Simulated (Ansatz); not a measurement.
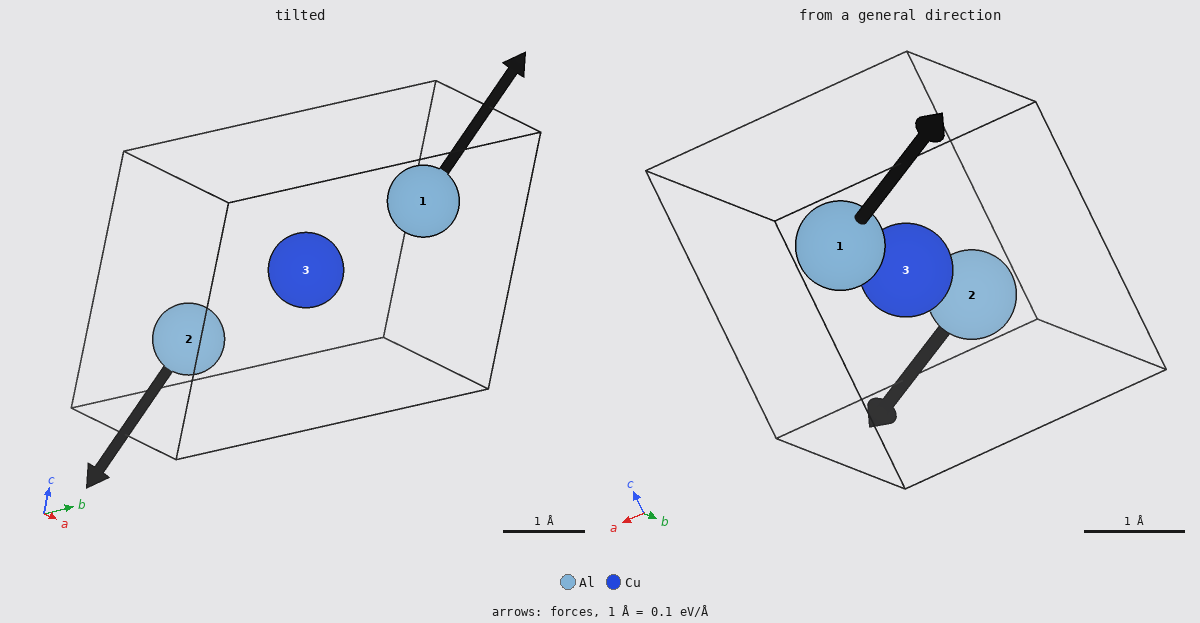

The image is a spheres-only drawing of a crystal, viewed slightly off an axis and from a general direction. Thin lines show the cell (the run's own, in a reduced setting), with boundary atoms drawn in all their periodic places. The arrows are the computed forces on the atoms.

System: Al2Cu. Computed with Ansatz 0.2.0, DFT PBEsol, scalar-relativistic, plane waves, PAW. Settings: a 420 eV plane-wave basis, k-points about 0.13 Å⁻¹ apart, Gaussian smearing of 0.15 eV, no spin polarisation.

Judging by the arrows, is the geometry relaxed?

Answer. No. The atoms still feel forces of up to about 0.18 eV/Å, above a usual threshold of 0.01 to 0.03 eV/Å.

Which atom feels the largest force?

Answer. Al1 and Al2, about 0.18 eV/Å.

Its origin is a structure listed in the Materials Project. The cell was then strained or its atoms displaced on purpose. An electronic-structure calculation with Ansatz was run on it.
